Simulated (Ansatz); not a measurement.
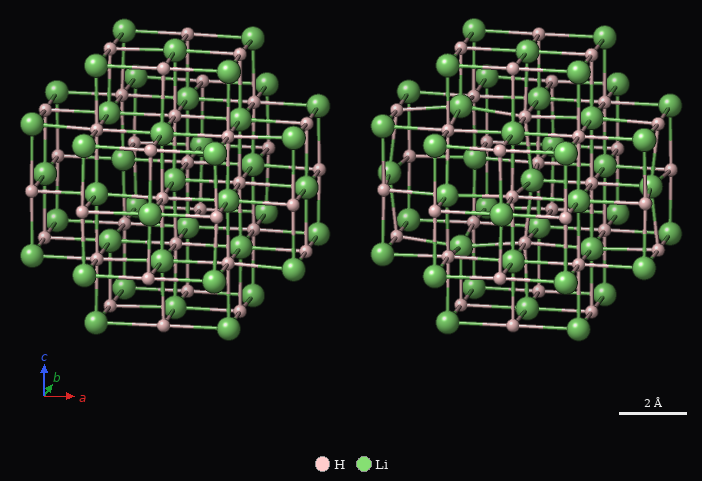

Two geometries of a defect cell of composition H31Li32 (cell charge +1), drawn at one scale. One is the start of a relaxation, the other its converged end. Style: ball-and-stick. Shown: the atoms within 5.0 Å of the atom that moves most (axes of the cell of the calculation (origin shifted)), slightly off an axis.

The calculation used DFT, PBEsol, PAW, plane waves in Ansatz 0.2.0. (plane-wave cutoff 420 eV; k-point mesh 1 × 1 × 1; mesh shifted by (0.25, 0.25, 0.25); no spin polarisation; atoms relaxed in a fixed cell; force threshold 0.03 eV/Å; at most 80 steps)

> Which of the two is the end point?

The right one is the relaxed one. Over 3 geometry steps the energy falls by 0.814 eV per cell of the calculation. The largest force component goes from 1.1 to 0.021 eV/Å. A Li atom moves most: 0.22 Å along +a. Largest moves by element: Li 0.22 Å, H 0.10 Å. The lattice vectors keep their values. Some distances before and after: H–Li 2.049 → 1.806 Å, H–Li 2.017 → 1.808 Å, H–Li 1.989 → 1.807 Å, H–Li 1.925 → 2.029 Å. Among the angles between lasting bonds that change: Li–H–Li 88.5° → 102.9°, Li–H–Li 88.6° → 103.0°, Li–H–Li 90.1° → 102.7°. Cost: 2.1 s on 1 × NVIDIA GB200 with 8 threads of Arm Neoverse-V2, peak memory 1.6 GiB.

Limits of the set-up: the periodic images lie only 8.0 Å apart, so the values are limited by the cell's size; the cell is charged, on a uniform background, and energies carry no finite-size correction.
